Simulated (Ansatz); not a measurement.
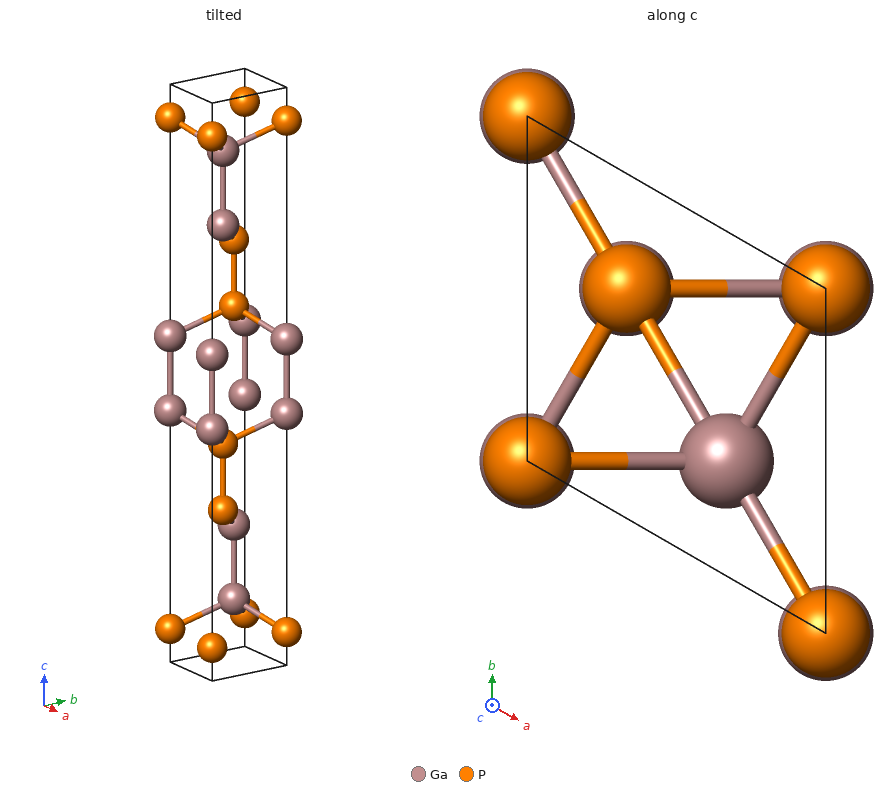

The structure above is drawn in ball-and-stick style and viewed slightly off an axis and along the c axis. The frame is the conventional unit cell; atoms at its boundary are shown with their periodic copies.

GaP, space group R-3m (No. 166), a = 3.885 Å, b = 3.885 Å, c = 19.305 Å, α = 90.00°, β = 90.00°, γ = 120.00°. Starting structure: a structure listed in the Materials Project. Earlier steps of the study may have refined or changed the cell and positions. It was run through Ansatz as a DFT input.

This one geometry was computed with Ansatz (DFT, plane waves, PAW) at four levels of theory: r2SCAN, PBE with spin-orbit coupling, PBEsol and PBE.

Which level gives the highest pressure at this volume, and what does that say about its equilibrium volume?

Highest: PBE with spin-orbit coupling (0.0 GPa) and PBE (0.0 GPa), which points to the largest equilibrium volume. Lowest, with the smallest volume: r2SCAN (-2.4 GPa) and PBEsol (-2.9 GPa). Levels within 0.5 GPa of each other can't be told apart.

How does the band gap change with the level of theory?

PBEsol: a gap of 0.71 eV, indirect; PBE with spin-orbit coupling: a gap of 0.77 eV, indirect; PBE: a gap of 0.80 eV, indirect; r2SCAN: a gap of 1.05 eV, indirect.

Collect the results in a table.

| level | cutoff (eV) | k-mesh of the run's cell | gap (eV) | pressure (GPa) |
| --- | --- | --- | --- | --- |
| r2SCAN | 500 | 12×12×12 | 1.05 | -2.4 |
| PBE with spin-orbit coupling | 420 | 12×12×12 | 0.77 | 0.0 |
| PBEsol | 420 | 12×12×12 | 0.71 | -2.9 |
| PBE | 420 | 12×12×12 | 0.80 | 0.0 |

Gaps are taken on the k-mesh or band path of each run.
